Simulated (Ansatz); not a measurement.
# Single-point calculation, with input and output: Al

- system: Al (defect cell, 19 atoms in the cell)
- method: DFT PBEsol, scalar-relativistic, plane waves, PAW, no spin polarisation (Ansatz 0.2.0)

The structure derives from an entry of the Crystallography Open Database. It belongs to a series of runs on one base structure; here: half-way along the straight path, unrelaxed. Figures and captions count atoms from 1; the log counts them from 0 in places.

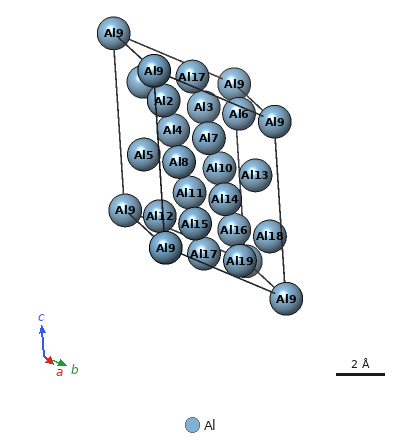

Figure 1. The structure as given in the input (spheres-only view of the cell of the calculation, seen slightly off an axis; atoms are numbered from 1 in the order of the input).

**Key numbers**

| quantity | value |
| --- | --- |
| outcome | converged |
| electrons treated | 57 |
| free energy | −9964.3715 eV |
| Fermi energy | 7.435 eV |
| gap on the k-point mesh | none (metallic) |
| pressure | 0.51 GPa |
| largest force (length of the vector) | 1.491 eV/Å |
| hardware | 4 threads of Arm Neoverse V1, 24 GiB of memory available, shared host |
| wall time | 8.7 s (CPU time 33 s) |
| peak memory | 0.91 GiB |

**The input**
```yaml
crystal:
  lattice:
    - [6.0233342682, 2.0077780894, 4.0155561788]
    - [-6.0233342682, -2.0077780894, 4.0155561788]
    - [2.0077780894, -6.0233342682, -4.0155561788]
  atoms:
    - { symbol: Al, position: [0.099999985, 0.2000000272, 0.8000000123] }
    - { symbol: Al, position: [0.6000000509, 0.2000000192, 0.8000000119] }
    - { symbol: Al, position: [0.0999999927, 0.699999961, 0.8000000119] }
    - { symbol: Al, position: [0.1967346657, 0.3953911635, 0.6029574026] }
    - { symbol: Al, position: [0.2979638782, 0.0987708066, 0.4021504425] }
    - { symbol: Al, position: [0.5509423508, 0.8510676165, 0.9020099674] }
    - { symbol: Al, position: [0.649057656, 0.5489323752, 0.6979900312] }
    - { symbol: Al, position: [0.7505127472, 0.2482010689, 0.4987138161] }
    - { symbol: Al, position: [0.0032653224, 0.0046088683, -0.0029573827] }
    - { symbol: Al, position: [0.2496637047, 0.7523974147, 0.5020611194] }
    - { symbol: Al, position: [0.3474772855, 0.4516736653, 0.2991509508] }
    - { symbol: Al, position: [0.4494872733, 0.1517989543, 0.1012862275] }
    - { symbol: Al, position: [0.7075662391, 0.9062227369, 0.6029574026] }
    - { symbol: Al, position: [0.8033796359, 0.6041865642, 0.4021504425] }
    - { symbol: Al, position: [0.902036141, 0.3012292007, 0.1978495258] }
    - { symbol: Al, position: [0.3966203251, 0.7958133848, 0.1978495258] }
    - { symbol: Al, position: [0.492433749, 0.4937772948, 0.9970426173] }
    - { symbol: Al, position: [0.8525226955, 0.9483263265, 0.300849022] }
    - { symbol: Al, position: [0.950336302, 0.6476025512, 0.0979388532] }
basis:
  ecutwfc: 420
kpoints:
  mp_grid: { grid: [4, 4, 4] }
hamiltonian:
  xc: pbesol
scf:
  occupations: { method: gaussian, width: 0.1 }
output:
  forces: true
  stress: true
  eigenvalues: true
  write_density: true
  write_potential: true
  elf: true
  volumetric_format: npy
```

Run as:
```bash
ansatz run input.yaml --threads 4 --pin off --max-ram 9216MiB --backend cpu --events-out ev --progress --plain --runs-dir out
```

**The program's output**
```
Engine: ansatz 0.2.0, aarch64-unknown-linux-gnu
Pseudopotentials: kind: paw
Pseudopotential: Al, paw, valence charge 3, recommended cutoff 420 eV (normal), Al.paw.azcp
Functional definition: PBEsol
  exchange = pbesol_x
  correlation = pbesol_c
Crystal: 19 atoms, lattice volume = 323.748 Å³
Basis set: ecut = 420 eV, 6353 PW (Γ), exchange–correlation on 108×108×108 points (8 copies of the dense FFT grid, shifted against one another)
Bands: 48, of which v1, the nominal top of the filled ones, is band 29 counted from 1 (28 counted from 0)
Symmetry: 4 space group operations
Space group: C2/m (ITA 12), of the structure as read, at distance tolerance 6.9e-5 Å
k-points: 24 of 64
Non-local potential: Al, projectors of the file, l = 0: 2, l = 1: 2, l = 2: 1
PAW form: soft (Blöchl's): semilocal exchange-correlation on the pseudo side does not see the compensation charge
PAW frozen core: Al, regenerated for the run's functional, and the local potential with it (the file was generated under x = pbe(κ = 0.804, μ = 0.2195149727645171), c = pbe(β = 0.06672455060314922))
PAW one-centre angular grid: Al, 110 points (default); XC on 64 Gauss nodes
Initial density: superposition of atomic densities (neutral atoms: chi_scale 0, normalization atom), corrected by the library's trained network
Initial wavefunctions: pseudopotential atomic-orbital guess
Functional: x = pbesol(κ = 0.804, μ = 0.12345679012345678), c = pbesol(β = 0.046)
SCF iter   1: F=—  HF=-9964.372920 eV  |F-HF|=—  |Δ(HF+E_count)|=         —  Δρ=1.25e-3  dr2=1.23e-2  ethr=1.77e-3  ⟨swp⟩=7.5  Hψ=5969  notcnv=0  defer=18
preconditioner: auto → Kerker (q_TF=auto, 2.043 Å⁻¹)  [metal: Δε(μ)=0.004 eV  Ē_g=6.685 eV  σ=0.100 eV  W_gap=0.02  n_scr=46 (ndim 8)  ℏωp=15.6 eV  f_vac=0.000  D(μ)=8.49/eV (n_scr^D=54)]
SCF iter   2: F=—  HF=-9964.372228 eV  |F-HF|=—  |Δ(HF+E_count)|=   6.92e-4  Δρ=7.93e-4  dr2=4.67e-3  ethr=2.15e-5  ⟨swp⟩=1.9  Hψ=1631  notcnv=0  defer=20
SCF iter   3: F=—  HF=-9964.371480 eV  |F-HF|=—  |Δ(HF+E_count)|=   7.49e-4  Δρ=9.72e-5  dr2=6.85e-5  ethr=8.20e-6  ⟨swp⟩=2.6  Hψ=1422  notcnv=0  defer=20
SCF iter   4: F=—  HF=-9964.371455 eV  |F-HF|=—  |Δ(HF+E_count)|=   2.43e-5  Δρ=4.08e-5  dr2=1.19e-5  ethr=1.20e-7  ⟨swp⟩=2.3  Hψ=1538  notcnv=0  defer=20
SCF iter   5: F=—  HF=-9964.371454 eV  |F-HF|=—  |Δ(HF+E_count)|=   1.63e-6  Δρ=7.63e-6  dr2=2.82e-7  ethr=2.09e-8  ⟨swp⟩=2.4  Hψ=1440  notcnv=0  defer=20
SCF iter   6: F=-9964.371454 eV  HF=-9964.371454 eV  |F-HF|=2.34e-9  |Δ(HF+E_count)|=   1.50e-8  Δρ=1.46e-6  dr2=9.17e-9  ethr=1.75e-10  ⟨swp⟩=16.7  Hψ=8070  notcnv=0
SCF 1 converged in 6 iterations: F = -9964.371454 eV  dr2 = 9.17e-9
  greatest PAW one-centre occupation: 0.500 electrons in one spin orbital (limit 2), on the Al atom at site 0 (counted from 0), in its partial waves of l = 0
```

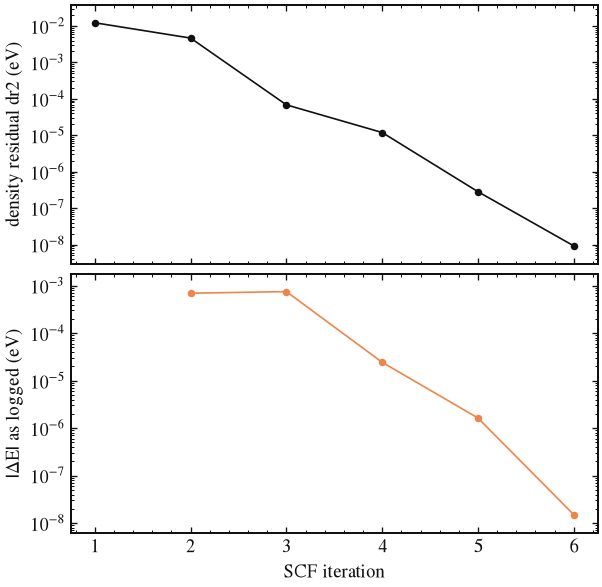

Figure 2. Convergence of the self-consistent field: density residual dr2 and size of the energy change against the SCF iteration. The residual falls at every step.

```
SCF converged after 6 iterations
Free energy (F): -9964.371454 eV
Harris-Foulkes:  -9964.371454 eV  (|F-HF|=2.34e-9)
Internal energy: -9964.328701 eV  (E = F + TS)
E sigma→0 (E₀):  -9964.350078 eV
Entropy (-TS):   -0.042753 eV (-2.250 meV/atom)
Fermi energy:    7.435384 eV
--- Per-component energies (eV) ---
  E_band       = 177.901505
  E_kinetic    = 432.583334
  E_local      = 143.518068  (includes V_loc(G=0)·N_el)
  E_nonlocal   = 200.173542
  E_hartree    = 11.472727
  E_xc         = -747.004153
  E_vxc        = -551.710788  (∫ρ·V_xc dr)
  E_paw        = -8640.483305  (= ΣΔE_a)
  E_vpaw       = -69.608219  (= ΣTr[D̂ρ^β])
  E_aug_tail   = -0.000048  (compensation charges beyond the density's cutoff)
  E_ewald      = -1364.952508
  E_core_change = 0.363642  (= ΣΔE_core)
  E_smearing   = -0.042753  (= −TS)
  E_closure    = -0.000000  (closes the sum)
  Σ components = -9964.371454   (vs F -9964.371454, Δ=0.00e0)
--- Forces (eV/Å), atoms counted from 1 ---
  atom   1  Al     0.00000000     0.00000000     0.00000000
  atom   2  Al     0.00000000     0.00000000    -0.00000000
  atom   3  Al     0.00000000     0.00000000    -0.00000000
  atom   4  Al    -0.55886499     0.59249863     1.24847763
  atom   5  Al    -0.01712721    -0.09783824    -0.05603611
  atom   6  Al    -0.04982670     0.00066062     0.00000000
  atom   7  Al     0.04982670    -0.00066062    -0.00000000
  atom   8  Al     0.12412805    -0.15558709     0.00000000
  atom   9  Al     0.55886499    -0.59249863    -1.24847763
  atom  10  Al    -0.02576446    -0.07817808     0.00000000
  atom  11  Al    -0.15126895     0.06878608    -0.00000000
  atom  12  Al    -0.12412805     0.15558709    -0.00000000
  atom  13  Al    -0.55886499     0.59249863    -1.24847763
  atom  14  Al    -0.01712721    -0.09783824     0.05603611
  atom  15  Al     0.01712721     0.09783824     0.05603611
  atom  16  Al     0.01712721     0.09783824    -0.05603611
  atom  17  Al     0.55886499    -0.59249863     1.24847763
  atom  18  Al     0.15126895    -0.06878608     0.00000000
  atom  19  Al     0.02576446     0.07817808    -0.00000000
  max |Σ_I F_I| component: 2.34e-16 eV/Å
--- Stress (GPa, compression-positive) ---
       -0.457965      -1.289440       0.000000
       -1.289440      -1.386182       0.000000
        0.000000       0.000000       3.379751
  P = ⅓ Tr σ = 0.5119 GPa (5.119 kbar)
--- Band table (eV; the first three rows and the last of 24) ---
  k-point 0: bands = ["-3.4708", "-0.1524", "-0.0539", "0.1584", "0.1585", "0.3226", "0.4210", "0.4364", "0.4955", "0.5188", "0.7357", "0.8525", "1.7186", "3.4916", "3.5323", "3.9854", "4.0020", "4.7309", "6.1585", "6.6138", "6.8984", "6.9302", "7.1609", "7.2576", "7.3238", "7.4308", "7.4920", "7.5448", "7.6480", "7.6935", "7.7943", "7.8617", "7.9029", "8.1812", "8.4756", "8.5437", "8.7197", "9.1771", "9.1923", "9.4414", "9.4625", "9.8913", "10.0458", "10.8224", "10.8777", "11.0453", "11.1722", "11.2333"]
  k-point 1: bands = ["-3.2465", "-1.4521", "-0.2470", "-0.2098", "-0.1099", "-0.0082", "0.2434", "0.6180", "1.5307", "1.6069", "1.6942", "1.8789", "2.0919", "2.2236", "2.8374", "4.8341", "5.0307", "5.1282", "5.2183", "5.3515", "5.5842", "5.8089", "6.3469", "6.3932", "6.7387", "6.8909", "7.0414", "7.2844", "7.7307", "8.1329", "8.2908", "8.4924", "8.5889", "8.8710", "9.0216", "9.0474", "9.7732", "9.9241", "9.9728", "10.0955", "10.1517", "10.3867", "10.5119", "10.5331", "10.7505", "10.8801", "10.8869", "11.0398"]
  k-point 2: bands = ["-2.6649", "-2.4672", "-0.4680", "-0.3702", "-0.3288", "-0.1816", "0.8602", "0.9180", "1.0736", "1.4466", "2.8880", "3.1229", "3.1499", "3.2065", "3.2392", "3.3141", "3.7078", "3.7356", "4.6239", "4.6519", "5.4983", "5.5502", "6.5515", "6.6027", "6.7639", "6.8035", "7.0312", "7.3344", "7.9228", "8.0227", "8.3380", "8.5075", "8.6999", "8.8029", "9.0503", "9.5586", "9.9276", "10.0087", "10.0752", "10.1683", "10.2869", "10.3664", "10.3959", "10.4490", "10.5242", "10.7308", "10.8472", "11.0928"]
  k-point 23: bands = ["-1.8832", "-1.7976", "-1.7045", "-1.3243", "-1.2925", "-0.9707", "1.9829", "2.1415", "2.1441", "2.1698", "2.3256", "2.5743", "2.6118", "3.1198", "4.6913", "4.9073", "5.1802", "5.2336", "5.3577", "5.3602", "5.5658", "5.6405", "5.7641", "5.7909", "5.8080", "5.9999", "6.0100", "6.2528", "6.3373", "6.3569", "6.6933", "6.7675", "6.7963", "7.1860", "7.8345", "7.8560", "8.4133", "8.5627", "11.9919", "12.3250", "12.3391", "12.4007", "12.4211", "12.5395", "12.6977", "12.7111", "12.7716", "12.8043"]
```

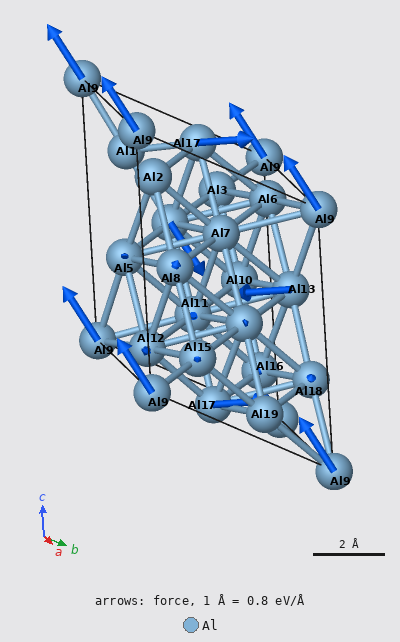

Figure 3. Forces on the atoms as blue arrows (ball-and-stick view of the cell of the calculation, seen slightly off an axis; atoms are numbered from 1 in the order of the input); the smallest are left out. The largest act on Al4, Al9, Al13, Al17 (1.49 eV/Å). The geometry is not a stationary point of this energy.

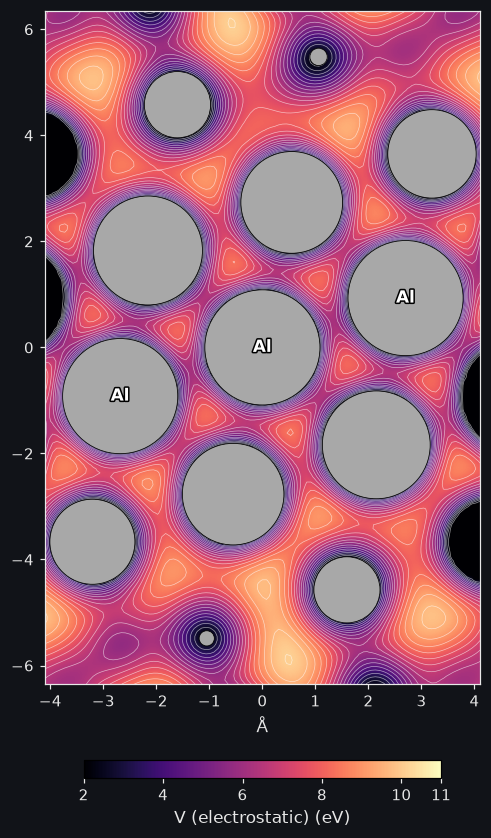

Figure 4. Electrostatic potential energy of an electron on the (101) plane of the calculation cell. Grey discs, where drawn, cover atomic cores. The section cuts through Al sites. Outside the cores the potential energy rises away from the atoms and is highest about 1.9 Å from the nearest atoms; outside the discs it spans about 8 eV, and its zero is arbitrary. In a PAW calculation such maps are meaningful between the atoms, not at the nuclei.
